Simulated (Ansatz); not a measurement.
Cell and atoms:

```cif
data_structure
_symmetry_space_group_name_H-M 'I -4 m 2'
_symmetry_Int_Tables_number 119
_cell_length_a 3.0802
_cell_length_b 3.0802
_cell_length_c 4.2293
_cell_angle_alpha 90.000
_cell_angle_beta 90.000
_cell_angle_gamma 90.000
_cell_volume 40.13
loop_
_atom_site_label
_atom_site_type_symbol
_atom_site_symmetry_multiplicity
_atom_site_Wyckoff_symbol
_atom_site_fract_x
_atom_site_fract_y
_atom_site_fract_z
_atom_site_occupancy
Si1 Si 2 d 0.00000 0.50000 0.75000 1
C1 C 2 a 0.00000 0.00000 0.00000 1
```

### What crystal do these data define?

Chemical formula SiC. The space group is I-4m2 (No. 119); the lattice is body-centred tetragonal. One cell contains 2 Si, 2 C, 4 atoms in all. Si sits among four C in a tetrahedral arrangement at 1.87 Å. Around each C lie four Si in a tetrahedral arrangement at 1.87 Å. The bonds build a three-dimensional framework.

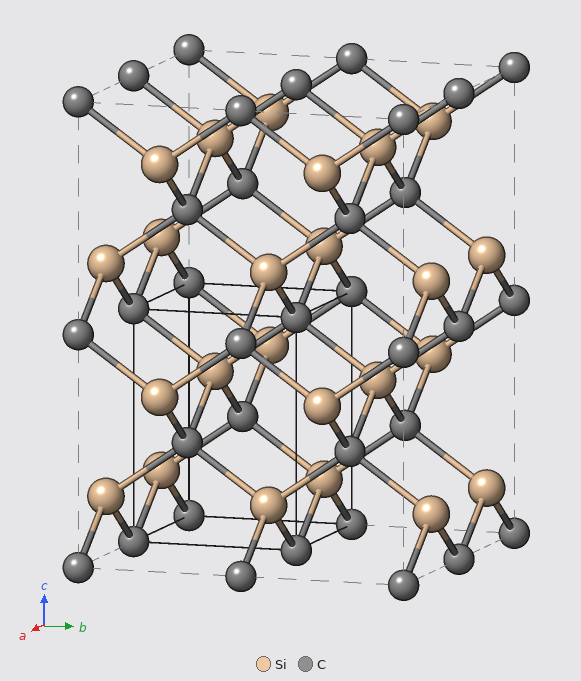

This ball-and-stick model is shown slightly off an axis. The solid box is one conventional unit cell, and 2×2×2 cells are shown.

Origin of the cell: a structure listed in the Materials Project. The cell was then strained or its atoms displaced on purpose. It went into a calculation with Ansatz.

At this level of theory the cell isn't at rest (compressed, at 7 GPa), so its distances can differ from those at equilibrium, the more so the softer the solid.
